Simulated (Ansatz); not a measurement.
System: CdF$_{2}$.

Input

```
crystal:
  lattice:
    - [0.0, -2.694, -2.694]
    - [2.694, 0.0, -2.694]
    - [2.694, -2.694, 0.0]
  atoms:
    - { symbol: Cd, position: [0.0, 0.0, 0.0] }
    - { symbol: F, position: [0.25, 0.25, 0.25] }
    - { symbol: F, position: [0.75, 0.75, 0.75] }
basis:
  ecutwfc: 500
kpoints:
  mp_grid: { grid: [8, 8, 8] }
hamiltonian:
  xc: r2scan
scf:
  occupations: { method: gaussian, width: 0.02 }
output:
  forces: true
  stress: true
  eigenvalues: true
  write_density: true
  write_potential: true
  elf: true
  volumetric_format: npy
relax:
  adjacent_minimum: "off"
  f_tol: 0.005
  max_steps: 80
  cell: { stress_tol: 0.05 }
```

Command:

```sh
ansatz run input.yaml --threads 2 --pin off --max-ram 5120MiB --backend cpu --events-out ev --progress --plain --runs-dir out
```

Below, planes, directions and counts refer to the conventional cell (a = 5.39 Å, b = 5.39 Å, c = 5.39 Å, α = 90.00°, β = 90.00°, γ = 90.00°).

Space group Fm-3m.

These are results of DFT r2SCAN, scalar-relativistic, plane waves, PAW in Ansatz, not measurements.

Predict the valence pseudo-density and electron localisation function between the atoms.

Answer. Cd–F (2.33 Å): ρ is about 0.31 e/Å³ halfway; the ELF is about 0.05 at the midpoint (no localised pair shows between them).

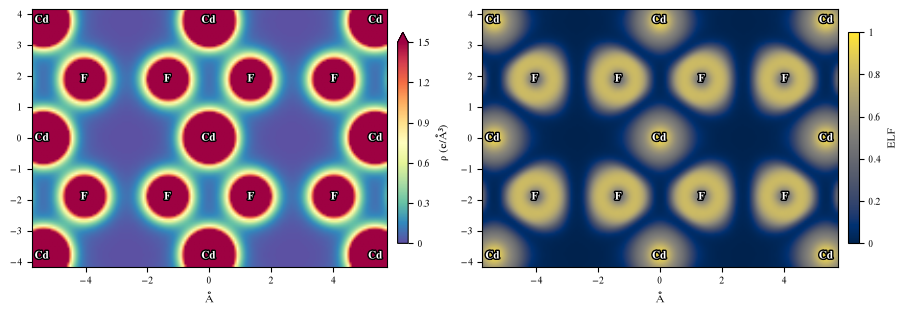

Computed valence pseudo-density and electron localisation function on the (011) plane of the conventional cell, in this order. 

In a PAW calculation such maps are meaningful between the atoms, not at the nuclei.
